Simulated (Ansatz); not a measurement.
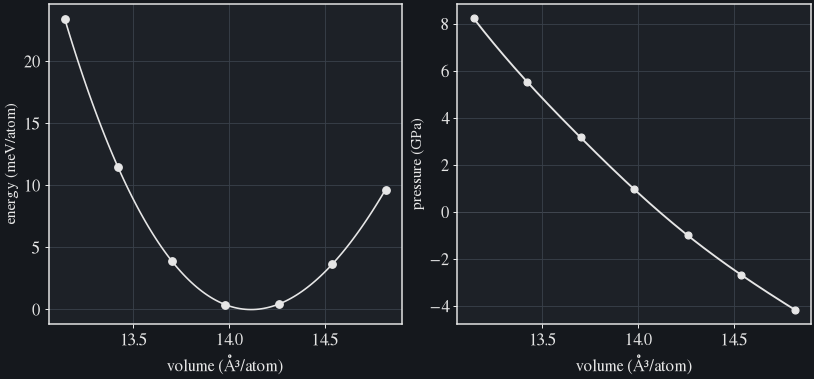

Plotted: energy and pressure against volume for Si, space group I4/mmm (No. 139).

Cell as given: a = 2.653 Å, b = 2.653 Å, c = 2.653 Å, α = 104.34°, β = 104.34°, γ = 120.30°; 1 atom.

How it was computed, with Ansatz 0.2.0: all-electron LAPW DFT, no spin polarisation; energies at scaled volumes of the given cell, shape and fractions fixed, counted from the fit's minimum, third-order Birch-Murnaghan fit. Level: PBEsol.

```tsv
setting	value
k mesh	13×13×13
occupations	Fermi–Dirac
smearing width	0.05 eV
potentials	all electron LAPW, scalar relativistic
program settings	basis error eV/atom 0.001
```

Tabulate the plotted points.

```
volume (Å³/atom)  energy (meV/atom)  pressure (GPa)
           13.14              23.44            8.24
           13.42              11.49            5.54
           13.70               3.93            3.17
           13.98               0.36            0.97
           14.26               0.43           -0.99
           14.54               3.68           -2.67
           14.82               9.65           -4.15
```

Limits of the calculation: shape and atomic fractions are frozen while scaling, which makes layered, chain and framework solids too stiff.
